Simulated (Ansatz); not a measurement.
# Mg$_{2}$Ge: single-point calculation (part 1 of 2)

System: Mg$_{2}$Ge (Fm-3m, 3 atoms in the cell).
Method: DFT, r2SCAN with spin-orbit coupling, plane waves, PAW (Ansatz 0.2.0).

The structure was built on a prototype by a generator. The geometry comes from this level: r2SCAN (a point of a series of strains). Figures and captions count atoms from 1; the log counts them from 0 in places.

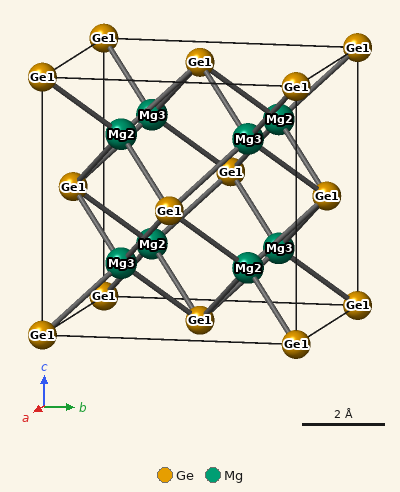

**Figure 1.** The input geometry (ball-and-stick view of the cell 4 times as large as that of the calculation, set on its symmetry axes, seen slightly off an axis; atoms are numbered from 1 in the order of the input). An atom can appear more than once, as a periodic image.

### Input file
```yaml
crystal:
  lattice:
    - [0.0, 3.1831012375, 3.1831012375]
    - [3.1831012375, 0.0, 3.1831012375]
    - [3.1831012375, 3.1831012375, 0.0]
  atoms:
    - { symbol: Ge, position: [0.0, 0.0, 0.0] }
    - { symbol: Mg, position: [0.25, 0.25, 0.25] }
    - { symbol: Mg, position: [0.75, 0.75, 0.75] }
kpoints:
  mp_grid: { grid: [8, 8, 8] }
  band_path:
    path:
      - [0.0, 0.0, 0.0]
      - [0.5, 0.0, 0.5]
      - [0.625, 0.25, 0.625]
      - [0.375, 0.375, 0.75]
      - [0.5, 0.5, 0.5]
      - [0.5, 0.25, 0.75]
      - [0.0, 0.5, 0.5]
    npoints: 1
hamiltonian:
  xc: r2scan
scf:
  occupations: { method: fermi_dirac, width: 0.02 }
  n_extra_bands: 8
magnetization:
  noncollinear: true
  spin_orbit: true
output:
  forces: true
  stress: true
  eigenvalues: true
  write_density: true
  write_potential: true
  elf: true
  volumetric_format: npy
```

Machine: 1 × NVIDIA H100 80GB HBM3, 2 threads of AMD EPYC (Zen 3), 144 GiB of memory available, shared host.

### What the program printed
```
scf.n_extra_bands = 8 over 34 filled bands (N_el = 34.0): the run solves 42 bands
Engine: ansatz 0.2.0, x86_64-unknown-linux-gnu
Pseudopotentials: kind: paw_fr
Pseudopotential: Ge, paw_fr, valence charge 14, recommended cutoff 500 eV (meta_gga), Ge.paw.azcp#standard-fr
Pseudopotential: Mg, paw_fr, valence charge 10, recommended cutoff 500 eV (meta_gga), Mg.paw.azcp#standard-fr
Functional definition: r2SCAN
  parameter k0 = 0.174
  parameter k1 = 0.065
  parameter a1 = 4.9479
  exchange = r2scan_x(k0 = k0, k1 = k1, a1 = a1)
  correlation = r2scan_c
non-collinear run that drives no moment, with spin-orbit: no starting moment large enough to seed its density (crystal.atoms[].spin), no starting occupations that ask for one, no magnetisation constraint and no magnetic field, so the semilocal B_xc is pinned to zero
Crystal: 3 atoms, lattice volume = 64.503 Å³
Basis set: ecut = 500 eV, 1639 PW (Γ), exchange–correlation on 144×144×144 points (64 copies of the dense FFT grid, shifted against one another)
Bands: 42, of which v1, the nominal top of the filled ones, is band 34 counted from 1 (33 counted from 0)
Symmetry: 48 space group operations + 48 with time reversal
Magnetic group: BNS 225.117 (UNI 1619), of the structure as read, at distance tolerance 4.0e-5 Å
k-points: 29 of 512
Projection manifold: j_resolved (fully-relativistic pseudo-atomic orbitals)
Non-local potential: Ge, projectors of the file, l = 0: 2, l = 1: 4, l = 2: 6, l = 3: 2
Non-local potential: Mg, projectors of the file, l = 0: 3, l = 1: 4, l = 2: 2
PAW form: soft (Blöchl's): semilocal exchange-correlation on the pseudo side does not see the compensation charge
PAW frozen core: Ge, regenerated for the run's functional (the file was generated under x = pbe(κ = 0.804, μ = 0.2195149727645171), c = pbe(β = 0.06672455060314922))
PAW frozen core: Mg, regenerated for the run's functional (the file was generated under x = pbe(κ = 0.804, μ = 0.2195149727645171), c = pbe(β = 0.06672455060314922))
PAW one-centre angular grid: Ge, 590 points (default); XC on 269 of its mesh's 2687 points in the sphere
PAW one-centre angular grid: Mg, 302 points (default); XC on 397 of its mesh's 2593 points in the sphere
Initial density: superposition of atomic densities (chi_scale 0.1, normalization cell, long waves kept (reshape's long-wave potential 0.00 eV rms))
Initial wavefunctions: pseudopotential atomic-orbital guess
Functional: x = r2scan, c = r2scan; τ floored in thin density (d = 2e-4 eV/Å³)
iter 1 solved again at ethr=1.88e-3 eV; its pass at ethr=3.10e-3 eV (dr2=6.38e-1 eV) is discarded
SCF iter   1: F=—  HF=-8153.680666 eV  |F-HF|=—  |Δ(HF+E_count)|=         —  Δρ=3.56e-2  dr2=6.26e-1  dr2_τ=1.40e-3  dr2_m=0.00e0 (ungated)  ethr=1.88e-3  |M|=0.00e0 ∫|m|=0.00e0 μB  |m|>n=0.0e0 m-floor=0.0e0 τ_xc=0.0e0  β_m=0.30  ⟨swp⟩=1.1  Hψ=3758  notcnv=0
preconditioner: auto → none  [insulator: Δε(μ)=0.357 eV  Ē_g=8.114 eV  σ=0.020 eV  W_gap=1.00  n_scr=14 (ndim 8)  ℏωp=13.1 eV  f_vac=0.000  D(μ)=0.00/eV (n_scr^D=0)  ε∞_Penn≈3.6]
SCF iter   2: F=—  HF=-8153.777108 eV  |F-HF|=—  |Δ(HF+E_count)|=   9.64e-2  Δρ=2.32e-2  dr2=2.69e-1  dr2_τ=1.02e-3  dr2_m=0.00e0 (ungated)  ethr=1.84e-3  |M|=0.00e0 ∫|m|=0.00e0 μB  |m|>n=0.0e0 m-floor=0.0e0 τ_xc=0.0e0  β_m=0.56  ⟨swp⟩=2.1  Hψ=730  notcnv=0
SCF iter   3: F=—  HF=-8153.881304 eV  |F-HF|=—  |Δ(HF+E_count)|=   1.04e-1  Δρ=3.19e-3  dr2=4.63e-3  dr2_τ=3.23e-5  dr2_m=0.00e0 (ungated)  ethr=7.92e-4  |M|=0.00e0 ∫|m|=0.00e0 μB  |m|>n=0.0e0 m-floor=0.0e0 τ_xc=0.0e0  β_m=0.60  ⟨swp⟩=3.4  Hψ=1168  notcnv=0  defer=4
SCF iter   4: F=—  HF=-8153.885442 eV  |F-HF|=—  |Δ(HF+E_count)|=   4.14e-3  Δρ=8.65e-4  dr2=1.66e-4  dr2_τ=5.54e-7  dr2_m=0.00e0 (ungated)  ethr=1.36e-5  |M|=0.00e0 ∫|m|=0.00e0 μB  |m|>n=0.0e0 m-floor=0.0e0 τ_xc=0.0e0  β_m=0.66  ⟨swp⟩=2.1  Hψ=1018  notcnv=0  defer=50
SCF iter   5: F=—  HF=-8153.885533 eV  |F-HF|=—  |Δ(HF+E_count)|=   9.09e-5  Δρ=1.51e-4  dr2=1.26e-5  dr2_τ=6.52e-8  dr2_m=0.00e0 (ungated)  ethr=4.89e-7  |M|=0.00e0 ∫|m|=0.00e0 μB  |m|>n=0.0e0 m-floor=0.0e0 τ_xc=0.0e0  β_m=0.69  ⟨swp⟩=2.0  Hψ=845  notcnv=0  defer=50
SCF iter   6: F=—  HF=-8153.885642 eV  |F-HF|=—  |Δ(HF+E_count)|=   1.10e-4  Δρ=2.93e-5  dr2=1.41e-6  dr2_τ=1.93e-9  dr2_m=0.00e0 (ungated)  ethr=3.69e-8  |M|=0.00e0 ∫|m|=0.00e0 μB  |m|>n=0.0e0 m-floor=0.0e0 τ_xc=0.0e0  β_m=0.59  ⟨swp⟩=2.0  Hψ=845  notcnv=0  defer=50
SCF iter   7: F=-8153.885642 eV  HF=-8153.885642 eV  |F-HF|=3.74e-9  |Δ(HF+E_count)|=   3.92e-7  Δρ=8.75e-6  dr2=7.74e-8  dr2_τ=7.74e-11  dr2_m=0.00e0 (ungated)  ethr=2.94e-10  |M|=0.00e0 ∫|m|=0.00e0 μB  |m|>n=0.0e0 m-floor=0.0e0 τ_xc=0.0e0  ⟨swp⟩=9.9  Hψ=4126  notcnv=0
SCF 1 converged in 7 iterations: F = -8153.885642 eV  dr2 = 7.74e-8
  greatest PAW one-centre occupation: 1.000 electrons in one spin orbital (limit 2), on the Mg atom at site 2 (counted from 0), in its partial waves of l = 0
```

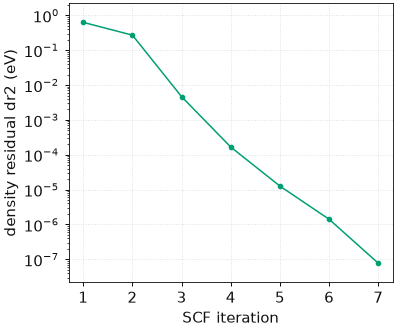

**Figure 2.** Convergence of the self-consistent field: density residual dr2 against the SCF iteration. The residual falls at every step.

```
NSCF: frozen V_eff on 7 k-points
SCF converged after 7 iterations
Magnetization: |M| = 0.0000 μB,  M = (+0.0000, +0.0000, +0.0000) μB
Absolute magnetization: 0.0000 μB (∫|m|)
  site 0: m = (+0.0000, +0.0000, +0.0000) μB, |m| = 0.0000 μB  (R = 1.14 Å)
  site 1: m = (+0.0000, +0.0000, +0.0000) μB, |m| = 0.0000 μB  (R = 1.14 Å)
  site 2: m = (+0.0000, +0.0000, +0.0000) μB, |m| = 0.0000 μB  (R = 1.14 Å)
Free energy (F): -8153.885642 eV
Harris-Foulkes:  -8153.885642 eV  (|F-HF|=3.74e-9)
Internal energy: -8153.885642 eV  (E = F + TS)
E sigma→0 (E₀):  -8153.885642 eV
Entropy (-TS):   -0.000000 eV (-0.000 meV/atom)
Fermi energy:    7.095619 eV
--- Per-component energies (eV) ---
  E_band       = -885.700061
  E_kinetic    = 262.569535
  E_local      = -5733.778456  (includes V_loc(G=0)·N_el)
  E_nonlocal   = 611.350502
  E_hartree    = 2262.736845
  E_xc         = -123.887631
  E_vxc        = -147.214921  (∫ρ·V_xc dr)
  E_paw        = -2624.028164  (= ΣΔE_a)
  E_vpaw       = -413.000721  (= ΣTr[D̂ρ^β])
  E_aug_tail   = 0.000013  (compensation charges beyond the density's cutoff)
  E_vtau       = 8.911784  (kinetic-family band-sum trace: ∫τ·v_τ [+ j·A + Jᵃ·Aᵃ] dr)
  E_ewald      = -2807.724060
  E_core_change = -1.124225  (= ΣΔE_core)
  E_smearing   = -0.000000  (= −TS)
  E_closure    = 0.000000  (closes the sum)
  Σ components = -8153.885642   (vs F -8153.885642, Δ=0.00e0)
--- Forces (eV/Å), atoms counted from 1 ---
  atom   1  Ge    -0.00000000    -0.00000000    -0.00000000
  atom   2  Mg    -0.00000000     0.00000000     0.00000000
  atom   3  Mg    -0.00000000     0.00000000     0.00000000
  max |Σ_I F_I| component: 6.48e-17 eV/Å
--- Stress (GPa, compression-positive) ---
        0.006819      -0.000000       0.000000
       -0.000000       0.006819      -0.000000
        0.000000       0.000000       0.006819
  P = ⅓ Tr σ = 0.0068 GPa (0.068 kbar)
--- Band table (eV; the first three rows and the last of 29) ---
  k-point 0: bands = ["-72.1399", "-72.1399", "-72.1369", "-72.1369", "-37.4403", "-37.4403", "-37.4257", "-37.4257", "-37.1511", "-37.1511", "-37.1511", "-37.1511", "-37.1361", "-37.1361", "-37.1361", "-37.1361", "-17.5774", "-17.5774", "-17.5774", "-17.5774", "-17.0006", "-17.0006", "-16.9880", "-16.9880", "-16.9880", "-16.9880", "-3.3223", "-3.3223", "6.7205", "6.7205", "6.9120", "6.9120", "6.9120", "6.9120", "8.5202", "8.5202", "10.0264", "10.0264", "10.0388", "10.0388", "10.0388", "10.0388"]
  k-point 1: bands = ["-72.1398", "-72.1398", "-72.1370", "-72.1370", "-37.4397", "-37.4397", "-37.4263", "-37.4263", "-37.1506", "-37.1506", "-37.1505", "-37.1505", "-37.1368", "-37.1368", "-37.1367", "-37.1367", "-17.5773", "-17.5773", "-17.5773", "-17.5773", "-17.0004", "-17.0004", "-16.9881", "-16.9881", "-16.9878", "-16.9878", "-3.1846", "-3.1846", "5.5543", "5.5543", "6.6308", "6.6308", "6.7491", "6.7491", "9.0335", "9.0335", "10.3159", "10.3159", "10.3294", "10.3294", "10.6200", "10.6200"]
  k-point 2: bands = ["-72.1395", "-72.1395", "-72.1373", "-72.1373", "-37.4382", "-37.4382", "-37.4280", "-37.4280", "-37.1491", "-37.1491", "-37.1489", "-37.1489", "-37.1385", "-37.1385", "-37.1384", "-37.1384", "-17.5773", "-17.5773", "-17.5769", "-17.5769", "-17.0001", "-17.0001", "-16.9882", "-16.9882", "-16.9874", "-16.9874", "-2.7997", "-2.7997", "3.8249", "3.8249", "6.3335", "6.3335", "6.4473", "6.4473", "8.7941", "8.7941", "10.4780", "10.4780", "10.4872", "10.4872", "12.2365", "12.2365"]
  k-point 28: bands = ["-72.1384", "-72.1384", "-72.1384", "-72.1384", "-37.4335", "-37.4335", "-37.4335", "-37.4335", "-37.1497", "-37.1497", "-37.1495", "-37.1495", "-37.1380", "-37.1380", "-37.1379", "-37.1379", "-17.5768", "-17.5768", "-17.5764", "-17.5764", "-16.9993", "-16.9993", "-16.9874", "-16.9874", "-16.9873", "-16.9873", "-1.4908", "-1.4908", "3.0807", "3.0807", "3.1359", "3.1359", "4.0845", "4.0845", "9.9660", "9.9660", "11.0979", "11.0979", "11.1379", "11.1379", "11.1602", "11.1602"]
```

### File rho_z.tsv
```
# z_ang	rho[e/angstrom^3]	m_x[e/angstrom^3]	m_y[e/angstrom^3]	m_z[e/angstrom^3]	m_norm[e/angstrom^3]
# format = ansatz-planar-average/11
# lattice	0.000000000	3.183101237	3.183101237
# lattice	3.183101237	0.000000000	3.183101237
# lattice	3.183101237	3.183101237	0.000000000
# sites	3
# site	32	0.000000000	0.000000000	0.000000000
# site	12	1.591550619	1.591550619	1.591550619
# site	12	4.774651856	4.774651856	4.774651856
0.000000	1.149742e0	0.000000e0	0.000000e0	0.000000e0	0.000000e0
0.125044	1.050923e0	0.000000e0	0.000000e0	0.000000e0	0.000000e0
0.250088	8.206164e-1	0.000000e0	0.000000e0	0.000000e0	0.000000e0
0.375132	5.926638e-1	0.000000e0	0.000000e0	0.000000e0	0.000000e0
0.500176	4.634124e-1	0.000000e0	0.000000e0	0.000000e0	0.000000e0
0.625220	4.585939e-1	0.000000e0	0.000000e0	0.000000e0	0.000000e0
0.750264	5.545415e-1	0.000000e0	0.000000e0	0.000000e0	0.000000e0
0.875308	6.977340e-1	0.000000e0	0.000000e0	0.000000e0	0.000000e0
```
